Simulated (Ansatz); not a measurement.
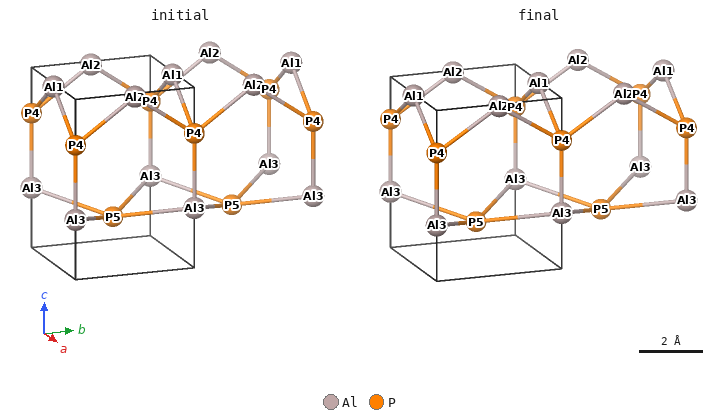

The structure of crystalline Al3P2 (a generated structure, set up in P4mm) before (left) and after (right) a relaxation, at one scale.

A ball-and-stick model of the cell of the calculation, repeated 1 × 2 × 1 with one cell outlined, seen slightly off an axis.

These are results of Ansatz 0.2.0, DFT PBE, scalar-relativistic, plane waves, PAW, not measurements. (plane-wave cutoff 420 eV; k-point mesh 10 × 10 × 6; occupations gaussian; smearing width 0.1 eV; no spin polarisation; cell and atoms relaxed; force threshold 0.01 eV/Å; at most 80 steps)

> What changed between the two?

The atom that moves furthest relative to the cell is P5 (0.077 Å along −c). Largest moves by element: P 0.077 Å, Al 0.036 Å. The volume changes by +4.6 %, with a = b 4.051 → 4.256 Å (+5.1 %), c 5.985 → 5.670 Å (−5.3 %). Near-neighbour distances that change, for instance: Al3–P5 2.932 → 3.077 Å, Al3–P4 2.477 → 2.409 Å, Al1–P4 2.471 → 2.517 Å, Al1–P5 2.502 → 2.482 Å. Among the angles between lasting bonds that change: P5–Al1–P5 108.1° → 118.0°, Al1–P5–Al1 108.1° → 118.0°, P4–Al1–P4 110.1° → 115.5°. The space group stays P4mm (No. 99). After 8 accepted moves (10 points after the start) the energy has fallen by 25.6 meV per atom. Largest force component: 0.24 eV/Å at the start, 0.00057 eV/Å at the end. The pressure goes from 0.64 to 0.00 GPa. The SCF was repeated twice at an unchanged geometry on a basis and grid sized afresh for the cell, which shifted the energy by 0.5 meV per atom at most. The run took 110 s on 1 thread of Intel(R) Xeon(R) Platinum 8488C (Sapphire Rapids), on a shared host, peak memory 0.47 GiB.
